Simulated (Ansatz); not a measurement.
The coordinates of a crystal:

```
Fe S
1.0
     4.36741    0.00000    0.00000
     0.00000    5.33314    0.00000
     0.00000    0.00000    3.31098
Fe S
2 4
Direct
  0.50000 0.50000 0.50000
  0.00000 0.00000 0.00000
  0.29391 0.87432 0.50000
  0.70609 0.12568 0.50000
  0.20609 0.37432 0.00000
  0.79391 0.62568 0.00000
```

Question: Give a crystallographic description of this input.

Answer: The solid is FeS$_{2}$. It takes space group Pnnm (No. 58) on a primitive orthorhombic lattice. It has 6 atoms to the cell (2 Fe, 4 S). The neighbours of Fe are six S in a distorted octahedral arrangement at 2.19 to 2.20 Å. About every S there are three Fe and one S in a distorted tetrahedral arrangement (2.19 to 2.20 Å to Fe, 2.24 Å to S). The bonds build a three-dimensional framework.

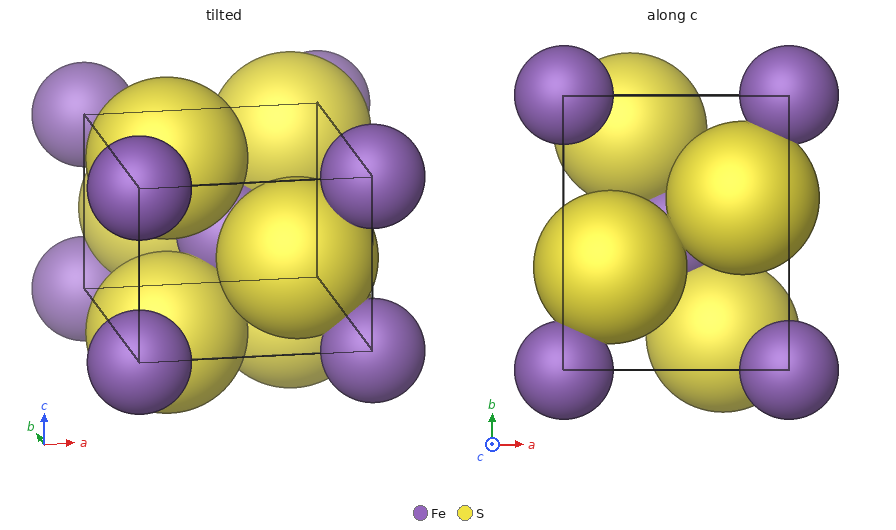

A space-filling rendering, viewed slightly off an axis and along the c axis. The frame is the conventional unit cell; atoms at its boundary are shown with their periodic copies. Colours: iron purple, sulfur yellow.

Provenance: a structure listed in the Materials Project. Earlier steps of the study may have refined or changed the cell and positions. It was run through Ansatz as a DFT input.
